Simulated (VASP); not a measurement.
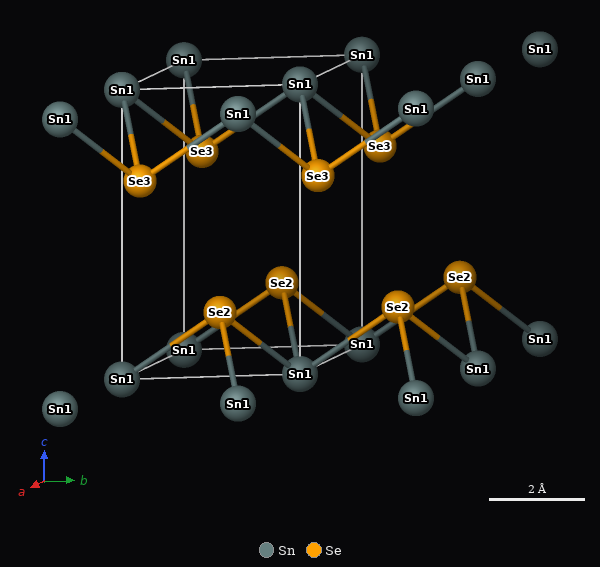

*The structure as given in the input (ball-and-stick view of the cell of the calculation, repeated 2 × 2 × 1, seen slightly off an axis; atoms are numbered from 1 in the order of the input).*

Near neighbours in the crystal (not all of them lie inside the picture): Sn has 6 Se at 2.71 Å; Se has 3 Sn at 2.71 Å.

## Run report: SnSe$_{2}$, band-structure calculation

SnSe$_{2}$ (P-3m1, 3 atoms in the cell), computed with DFT, PBE0, plane waves, PAW (VASP 6.6.1).

The structure was built on a prototype by a generator. The geometry comes from this level: r2scan-rvv10.

OSZICAR
```
N       E                     dE             d eps       ncg     rms          rms(c)
DAV:   1    -0.160353648443E+02   -0.16035E+02   -0.72471E-01   972   0.655E+00    0.200E+00
DAV:   2    -0.160499495034E+02   -0.14585E-01   -0.52763E-02  1032   0.127E+00    0.133E+00
DAV:   3    -0.160480473816E+02    0.19021E-02   -0.48683E-03  1364   0.479E-01    0.803E-01
DAV:   4    -0.160475657329E+02    0.48165E-03   -0.10333E-03  1168   0.199E-01    0.452E-01
DAV:   5    -0.160474103544E+02    0.15538E-03   -0.16463E-04  1108   0.972E-02    0.253E-01
DAV:   6    -0.160473458782E+02    0.64476E-04   -0.50848E-05  1092   0.605E-02    0.138E-01
DAV:   7    -0.160473282949E+02    0.17583E-04   -0.22469E-05  1104   0.319E-02    0.736E-02
DAV:   8    -0.160473239433E+02    0.43515E-05   -0.44443E-06  1132   0.137E-02    0.414E-02
DAV:   9    -0.160473228747E+02    0.10686E-05   -0.90414E-07  1152   0.714E-03    0.236E-02
DAV:  10    -0.160473228199E+02    0.54803E-07   -0.32510E-07  1068   0.444E-03
   1 F= -.16047323E+02 E0= -.16047323E+02  d E =-.454244E-14
       N       E                     dE             ncg
DAV:   1     0.103130727390E+04   -0.49263E+04      332
DAV:   2    -0.799050298065E+03   -0.18304E+04      344
DAV:   3    -0.103376384624E+04   -0.23471E+03      368
DAV:   4    -0.104450258929E+04   -0.10739E+02      388
DAV:   5    -0.104478877987E+04   -0.28619E+00      428
DAV:   6    -0.104479533236E+04   -0.65525E-02      420
DAV:   7    -0.104479555124E+04   -0.21888E-03      456
DAV:   8    -0.104479555529E+04   -0.40497E-05      428
DAV:   9    -0.104479555538E+04   -0.95153E-07      308
```

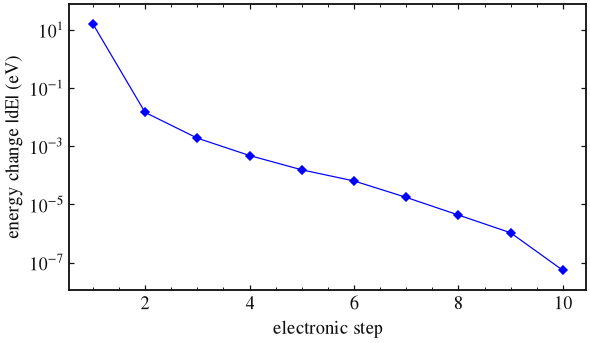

*Convergence of the self-consistent field: energy change |dE| against the electronic step.*

It takes 10 electronic steps.

Parts of OUTCAR
```
k-points           NKPTS =     24   k-points in BZ     NKDIM =    144   number of bands    NBANDS=     20

   NELECT =      26.0000    total number of electrons

   dimension x,y,z NGX =    28 NGY =   28 NGZ =   48
   dimension x,y,z NGXF=    56 NGYF=   56 NGZF=   96

  energy-cutoff  :      520.00
  volume of cell :       78.91
      direct lattice vectors                 reciprocal lattice vectors
     3.825149334  0.000000000  0.000000000     0.261427702  0.150935354  0.000000000
    -1.912574667  3.312676497  0.000000000     0.000000000  0.301870708  0.000000000
     0.000000000  0.000000000  6.227078893     0.000000000  0.000000000  0.160588940

 k-points in reciprocal lattice and weights: KPOINTS created by Atomic Simulation Env
   0.00000000  0.00000000  0.00000000       0.007
   0.16666667 -0.00000000  0.00000000       0.042
   0.33333333  0.00000000  0.00000000       0.042
   0.50000000 -0.00000000  0.00000000       0.021
   0.16666667  0.16666667  0.00000000       0.042
   0.33333333  0.16666667  0.00000000       0.083
   0.33333333  0.33333333  0.00000000       0.014
   0.00000000  0.00000000  0.25000000       0.014
   0.16666667 -0.00000000  0.25000000       0.042
   0.00000000  0.16666667  0.25000000       0.042
   0.33333333  0.00000000  0.25000000       0.042
   0.00000000  0.33333333  0.25000000       0.042
   0.50000000 -0.00000000  0.25000000       0.042
   0.16666667  0.16666667  0.25000000       0.083
   0.33333333  0.16666667  0.25000000       0.083
  -0.16666667  0.50000000  0.25000000       0.083
   0.33333333  0.33333333  0.25000000       0.028
   0.00000000  0.00000000  0.50000000       0.007
   0.16666667 -0.00000000  0.50000000       0.042
   0.33333333  0.00000000  0.50000000       0.042
   0.50000000 -0.00000000  0.50000000       0.021
   0.16666667  0.16666667  0.50000000       0.042
   0.33333333  0.16666667  0.50000000       0.083
   0.33333333  0.33333333  0.50000000       0.014

 E-fermi :   3.0716

 k-point     1 :       0.0000    0.0000    0.0000
  band No.  band energies     occupation
      1     -20.3160      2.00000
      2     -20.3160      2.00000
      3     -20.2621      2.00000
      4     -20.2523      2.00000
      5     -20.2523      2.00000
      6     -12.1110      2.00000
      7     -10.3076      2.00000
      8      -3.6236      2.00000
      9       2.4226      2.00000
     10       2.4226      2.00000
     11       2.7500      2.00000
     12       2.7500      2.00000
     13       2.9024      2.00000
     14       5.4391      0.00000
     15       7.6223      0.00000
     16       9.3550      0.00000
     17       9.3550      0.00000
     18      12.7756      0.00000
     19      13.7682      0.00000
     20      13.7682      0.00000

 k-point     2 :       0.1667   -0.0000    0.0000
  band No.  band energies     occupation
      1     -20.3294      2.00000
      2     -20.3089      2.00000
      3     -20.2592      2.00000
      4     -20.2530      2.00000
      5     -20.2494      2.00000
      6     -11.8226      2.00000
      7     -10.1295      2.00000
      8      -3.5537      2.00000
      9       0.2906      2.00000
     10       1.4751      2.00000
     11       1.5652      2.00000
     12       2.9258      2.00000
     13       3.0184      2.00000
     14       6.7283      0.00000
     15       8.3135      0.00000
     16       9.4742      0.00000
     17       9.8253      0.00000
     18      11.9414      0.00000
     19      12.9843      0.00000
     20      14.0686      0.00000

 k-point     3 :       0.3333    0.0000    0.0000
  band No.  band energies     occupation
      1     -20.3586      2.00000
      2     -20.3000      2.00000
      3     -20.2685      2.00000
      4     -20.2376      2.00000
      5     -20.2367      2.00000
      6     -11.0401      2.00000
      7      -9.8022      2.00000
      8      -3.9965      2.00000
      9      -1.3135      2.00000
     10      -0.0530      2.00000
     11       0.6668      2.00000
     12       2.4034      2.00000
     13       2.8839      2.00000
     14       5.9290      0.00000
     15       8.5485      0.00000
     16      10.1373      0.00000
     17      10.3472      0.00000
     18      11.2856      0.00000
     19      13.8278      0.00000
     20      14.5925      0.00000

 k-point     4 :       0.5000   -0.0000    0.0000
  band No.  band energies     occupation
      1     -20.3734      2.00000
      2     -20.2982      2.00000
      3     -20.2730      2.00000
      4     -20.2291      2.00000
      5     -20.2282      2.00000
      6     -10.3667      2.00000
      7      -9.8122      2.00000
      8      -4.6307      2.00000
      9      -1.7294      2.00000
     10      -0.1635      2.00000
     11       0.3252      2.00000
     12       1.7269      2.00000
     13       2.7638      2.00000
     14       5.5123      0.00000
     15       8.3497      0.00000
     16       9.9546      0.00000
     17      10.0693      0.00000
     18      11.7768      0.00000
     19      14.7838      0.00000
     20      15.4947      0.00000

 k-point     5 :       0.1667    0.1667    0.0000
  band No.  band energies     occupation
      1     -20.3451      2.00000
      2     -20.3073      2.00000
      3     -20.2611      2.00000
      4     -20.2513      2.00000
      5     -20.2364      2.00000
      6     -11.2808      2.00000
      7      -9.8671      2.00000
      8      -3.7412      2.00000
      9      -0.6382      2.00000
     10      -0.5173      2.00000
     11       1.5806      2.00000
     12       1.7928      2.00000
     13       2.8447      2.00000
     14       6.6192      0.00000
     15       9.6691      0.00000
     16       9.7019      0.00000
     17      10.3846      0.00000
     18      11.5684      0.00000
     19      11.7147      0.00000
     20      14.9887      0.00000

 [... the levels of 18 k-points are left out ...]

 k-point    24 :       0.3333    0.3333    0.5000
  band No.  band energies     occupation
      1     -20.3372      2.00000
      2     -20.3372      2.00000
      3     -20.2488      2.00000
      4     -20.2488      2.00000
      5     -20.2313      2.00000
      6      -9.8836      2.00000
      7      -9.8836      2.00000
      8      -4.7832      2.00000
      9      -1.4434      2.00000
     10      -1.4434      2.00000
     11      -0.9231      2.00000
     12       2.6051      2.00000
     13       2.6051      2.00000
     14       6.9261      0.00000
     15       9.1729      0.00000
     16       9.1729      0.00000
     17      10.8313      0.00000
     18      13.0820      0.00000
     19      13.9561      0.00000
     20      13.9657      0.00000

  Total       -0.0708478     -0.0708478     -0.1025460      0.0000000     -0.0000000      0.0000000
  in kB       -1.4385515     -1.4385515     -2.0821765      0.0000000     -0.0000000      0.0000000
  external PRESSURE =      -1.6530932 kB  Pullay stress =       0.0000000 kB

 POSITION                                       TOTAL-FORCE (eV/Angst)
 -----------------------------------------------------------------------------------
      0.00000      0.00000      0.00000        -0.000000      0.000000      0.000000
      0.00000      2.20845      1.57594         0.000000     -0.000000     -0.259332
      1.91257      1.10423      4.65114        -0.000000      0.000000      0.259332
 -----------------------------------------------------------------------------------
    total drift:                                0.000000      0.000000      0.000000

  FREE ENERGIE OF THE ION-ELECTRON SYSTEM (eV)
  ---------------------------------------------------
  free  energy   TOTEN  =       -16.0473228199 eV

  energy  without entropy=      -16.0473228199  energy(sigma->0) =      -16.04732282
```

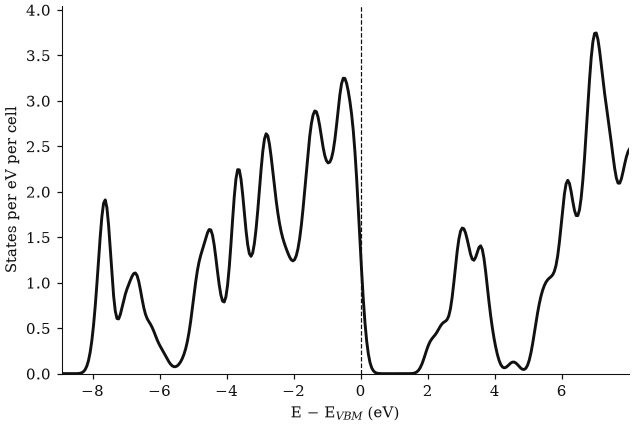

*Density of states (the curve is built from the levels of the k mesh with Gaussians 0.4 eV wide, which also blur the band edges), with energies from the valence-band top.*

There is a gap of 2.00 eV on the k-point mesh. Small ripples come from the finite k-point mesh.

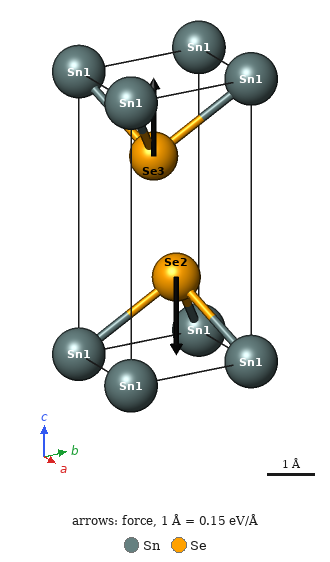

*Forces on the atoms as black arrows (ball-and-stick view of the cell of the calculation, seen slightly off an axis; atoms are numbered from 1 in the order of the input).*

The largest act on Se2, Se3 (0.26 eV/Å). The geometry is not a stationary point of this energy.

This output came from the following input.

INCAR
```
AEXX = 0.250000
ENCUT = 520.000000
SIGMA = 0.010000
EDIFF = 1.00e-07
ALGO = Normal
GGA = PE
PREC = Accurate
PRECFOCK = Fast
IBRION = -1
ISIF = 2
ISMEAR = 0
ISTART = 1
NBANDS = 20
NELM = 120
NSW = 0
LASPH = .TRUE.
LCHARG = .FALSE.
LHFCALC = .TRUE.
LWAVE = .FALSE.
LREAL = .FALSE.
HFRCUT = -1
```

KPOINTS
```
KPOINTS created by Atomic Simulation Environment
0
Gamma
6 6 4
0 0 0
```

KPOINTS_OPT
```
special points
8
Reciprocal
0.0000000000 0.0000000000 0.0000000000 1
0.5000000000 0.0000000000 0.0000000000 1
0.3333333333 0.3333333333 0.0000000000 1
0.0000000000 0.0000000000 0.5000000000 1
0.5000000000 0.0000000000 0.5000000000 1
0.3333333333 0.3333333333 0.5000000000 1
0.0833333333 0.0833333333 0.0000000000 1
0.5000000000 0.0000000000 0.3500000000 1
```

POSCAR
```
Sn Se
 1.0000000000000000
     3.8251493340507654    0.0000000000000000   -0.0000000000000000
    -1.9125746670253827    3.3126764965570907   -0.0000000000000000
    -0.0000000000000000   -0.0000000000000000    6.2270788927462952
 Sn  Se
   1   2
Cartesian
  0.0000000000000000  0.0000000000000000 -0.0000000000000000
 -0.0000000000000001  2.2084509977047269  1.5759381138061268
  1.9125746670253825  1.1042254988523634  4.6511407789401682
```

Launch command:
```bash
mpirun -np 1 vasp_std
```

Summary

- outcome: converged
- space group (tolerance 0.01 Å): P-3m1 (164)
- electrons treated: 26
- free energy: −16.0473 eV
- Fermi energy: 3.072 eV
- band gap: 2.00 eV
- pressure: −0.17 GPa
- largest force (length of the vector): 0.259 eV/Å
- hardware: 1 CPU thread, shared host
- wall time: 39 min
- peak memory: 0.32 GiB
